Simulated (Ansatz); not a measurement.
**Run report: Ir, geometry relaxation (part 2 of 2)**

Ir (1 atom in the cell); DFT r2SCAN, scalar-relativistic, plane waves, PAW, no spin polarisation (Ansatz 0.2.0); cutoff 500 eV, 18×18×18 k-mesh, Gaussian smearing of 0.1 eV. The structure derives from an entry of the Crystallography Open Database.

Geometry of the input (Å; fractional positions):
```
0.0000  1.9156  1.9156
1.9156  0.0000  1.9156
1.9156  1.9156  0.0000
Ir 0.0000  0.0000  0.0000
```

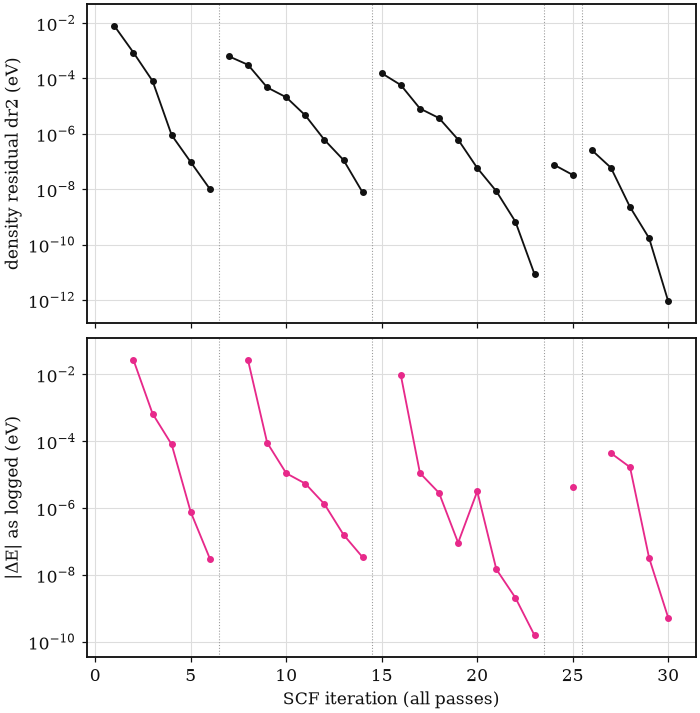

Figure 1. Convergence of the self-consistent field: density residual dr2 and size of the energy change against the SCF iteration. The dotted lines part the SCF passes of the relaxation: geometry steps, rejected trials and re-solves on a re-selected basis. The 5 passes take 2 to 9 iterations each, 30 in all.

```
basis re-selected at this cell: Δ(F+E_penalty+E_count) = -1.144e-4 eV, ΔP = +0.005 GPa vs the last step (what re-selecting the basis moved, of the pressure what is left beyond the Pulay correction that the steps carried, after the strain that the cell walked since its last selection, with what the two solves' SCF thresholds leave and, on support functions, any second-order correction that the steps lacked; it is no measure of the basis error at this ecutwfc). This SCF's stress stands 2.57e-3 GPa from its target on what of the cell is left free (relax.cell.stress_tol is 5.00e-2 GPa) and its largest allowed force component is 0.00e0 eV/Å (relax.f_tol is 5.00e-3 eV/Å): within both
SCF converged after 5 iterations
Free energy (F): -11948.727339 eV
Harris-Foulkes:  -11948.727339 eV  (|F-HF|=7.28e-12)
Internal energy: -11948.722423 eV  (E = F + TS)
E sigma→0 (E₀):  -11948.724881 eV
Entropy (-TS):   -0.004916 eV (-4.916 meV/atom)
Fermi energy:    25.498241 eV
--- Per-component energies (eV) ---
  E_band       = -102.485908
  E_kinetic    = 623.507646
  E_local      = -1070.609624  (includes V_loc(G=0)·N_el)
  E_nonlocal   = 73.924229
  E_hartree    = 411.633401
  E_xc         = -255.489631
  E_vxc        = -333.601821  (∫ρ·V_xc dr)
  E_paw        = -9249.698755  (= ΣΔE_a)
  E_vpaw       = -239.681388  (= ΣTr[D̂ρ^β])
  E_aug_tail   = -0.000017  (compensation charges beyond the density's cutoff)
  E_vtau       = 20.708276  (kinetic-family band-sum trace: ∫τ·v_τ [+ j·A + Jᵃ·Aᵃ] dr)
  E_ewald      = -2481.672778
  E_core_change = -0.316894  (= ΣΔE_core)
  E_smearing   = -0.004916  (= −TS)
  E_closure    = 0.000000  (closes the sum)
  Σ components = -11948.727339   (vs F -11948.727339, Δ=0.00e0)
--- Forces (eV/Å), atoms counted from 1 ---
  atom   1  Ir    -0.00000000    -0.00000000    -0.00000000
  max |Σ_I F_I| component: 4.11e-32 eV/Å
--- Stress (GPa, compression-positive) ---
        0.002574      -0.000000       0.000000
       -0.000000       0.002574      -0.000000
       -0.000000      -0.000000       0.002574
  P = ⅓ Tr σ = 0.0026 GPa (0.026 kbar)
--- Band table (eV; the first three rows and the last of 195) ---
  k-point 0: bands = ["-69.4745", "-25.3080", "-25.3080", "-25.3080", "13.9874", "21.4750", "21.4750", "21.4750", "24.1726", "24.1726", "39.7227", "45.4952", "45.4952"]
  k-point 1: bands = ["-69.4723", "-25.3343", "-25.3116", "-25.3116", "14.1316", "21.3969", "21.5369", "21.5369", "24.1321", "24.1321", "39.9708", "44.8522", "45.7322"]
  k-point 2: bands = ["-69.4659", "-25.4097", "-25.3219", "-25.3219", "14.5489", "21.1971", "21.6985", "21.6985", "24.0446", "24.0446", "40.6530", "43.5048", "46.4239"]
  k-point 194: bands = ["-69.3762", "-25.9031", "-25.8196", "-25.6261", "18.9259", "19.9084", "21.0039", "23.6710", "27.0342", "34.0936", "34.1638", "35.5190", "39.3386"]
--- Relaxed structure (4 steps of the walk, 3 accepted, 1 SCFs on fresh bases) ---
  F+E_penalty+E_count = -11948.72733883 eV   max|allowed force component| = 0.000e0 eV/Å   (the final SCF, on the basis selected at the relaxed cell)
  cell:  # Å, volume = 14.2018 Å³
    - [-2.547686016447794e-35, 1.922079779269888, 1.922079779269888]
    - [1.922079779269888, 1.4012273090462876e-34, 1.922079779269888]
    - [1.922079779269888, 1.922079779269888, -8.916901057567282e-35]
  atoms:
    - { symbol: Ir, position: [0.0, 0.0, 0.0] }
```

Trajectory as extended XYZ (Å, eV, eV/Å), 5 frames, from step=1 to step=5:
```
1
Lattice="0.0000 1.9156 1.9156 1.9156 0.0000 1.9156 1.9156 1.9156 0.0000" Properties=species:S:1:pos:R:3:forces:R:3 step=1 energy=-11948.72559 pressure_GPa=3.93
Ir    0.0000    0.0000    0.0000    0.0000   0.0000   0.0000
1
Lattice="0.0000 1.9337 1.9337 1.9337 0.0000 1.9337 1.9337 1.9337 0.0000" Properties=species:S:1:pos:R:3:forces:R:3 step=2 energy=-11948.72164 pressure_GPa=-6.54 accepted=F
Ir    0.0000    0.0000    0.0000    0.0000   0.0000   0.0000
1
Lattice="0.0000 1.9223 1.9223 1.9223 0.0000 1.9223 1.9223 1.9223 0.0000" Properties=species:S:1:pos:R:3:forces:R:3 step=3 energy=-11948.72722 pressure_GPa=-0.14
Ir    0.0000    0.0000    0.0000    0.0000   0.0000   0.0000
1
Lattice="0.0000 1.9221 1.9221 1.9221 0.0000 1.9221 1.9221 1.9221 0.0000" Properties=species:S:1:pos:R:3:forces:R:3 step=4 energy=-11948.72722 pressure_GPa=-0.00
Ir    0.0000    0.0000    0.0000    0.0000   0.0000   0.0000
1
Lattice="0.0000 1.9221 1.9221 1.9221 0.0000 1.9221 1.9221 1.9221 0.0000" Properties=species:S:1:pos:R:3:forces:R:3 step=5 energy=-11948.72734 pressure_GPa=0.00
Ir    0.0000    0.0000    0.0000    0.0000   0.0000   0.0000
```

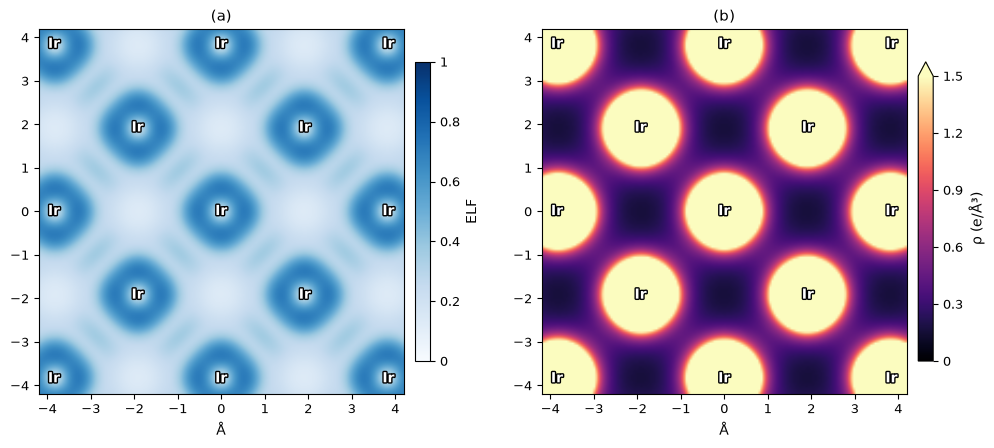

Figure 2. (a) electron localisation function; (b) valence pseudo-density on the (010) plane of the conventional cell. The plane passes through Ir nuclei. Away from the nuclei the density in this plane falls to 0.17 e/Å³ at its lowest. The strong features right at Ir lie inside the PAW spheres (semicore, d or f shells) and say nothing about bonding. Core electrons are frozen (PAW), so the fields are smoothed inside the atomic spheres.

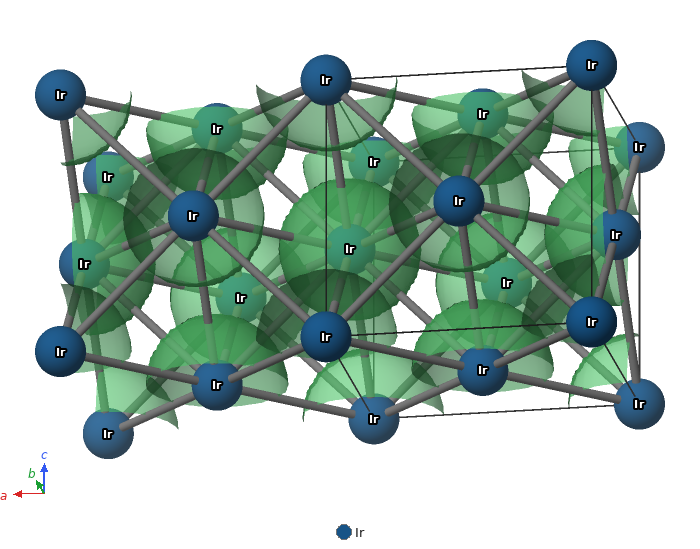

Figure 3. Isosurface of the valence electron density at 0.8 e/Å³ (green), seen at an oblique angle. Sticks mark near contacts. The outline is the cell set on symmetry axes. At this value the density breaks into separate islands; it holds about 75 % of the electrons treated as valence (semicore included). It is pinched off along the Ir–Ir (2.72 Å) contacts. On the grid the lowest density along these lines, outside the cores, is 0.44 e/Å³ (Ir–Ir, 2.72 Å).

Key numbers:

```json
{"quantity": "outcome", "value": "converged"}
{"quantity": "space group (tolerance 0.01 Å)", "value": "Fm-3m (225)"}
{"quantity": "electrons treated", "value": "17"}
{"quantity": "free energy", "value": "−11948.7273 eV"}
{"quantity": "Fermi energy", "value": "25.498 eV"}
{"quantity": "gap on the k-point mesh", "value": "none (metallic)"}
{"quantity": "pressure", "value": "0.00 GPa"}
{"quantity": "final volume", "value": "14.20 Å³"}
{"quantity": "largest force (length of the vector) at the end", "value": "under 0.001 eV/Å"}
{"quantity": "final cell", "value": "a = 2.718 Å, b = 2.718 Å, c = 2.718 Å, α = 60.00°, β = 60.00°, γ = 60.00°"}
{"quantity": "wall time", "value": "28 s"}
{"quantity": "peak memory", "value": "0.36 GiB"}
```

Notes:

Spin–orbit coupling is left out, which matters for Ir.
